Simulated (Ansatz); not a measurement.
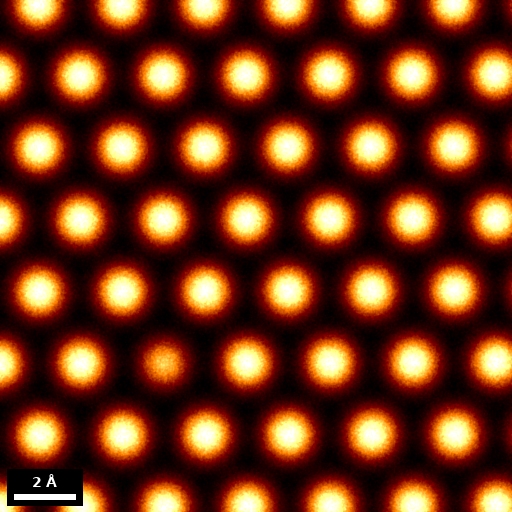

HAADF-like image of W (P6/mmm, No. 191) along [001]. The image is simulated as a sum over atoms of Z^1.8, blurred by a 1.30 Å probe (no channelling). Shot noise was added.

The sample is 2 repeats (5.2 Å) thick. One point defect was put into the perfect crystal, without relaxing the atoms around it. Brightness is counted from the darkest point of the image. Host structure: the end point of a relaxation with DFT, r2SCAN, plane waves (500 eV) with PAW, scalar-relativistic in Ansatz; the starting structure was generated, so it need not be a known form of this composition.

Where is the defect (in Å from the left and the top edge), and what does its contrast suggest?

At about 5 Å from the left and 12 Å from the top. The column is dimmer, which points to a vacancy or a lighter atom. The column holds 2 atoms (W) through the sample, and one W atom is replaced by Mo, so its peak drops to about 65 % of that of its equals.
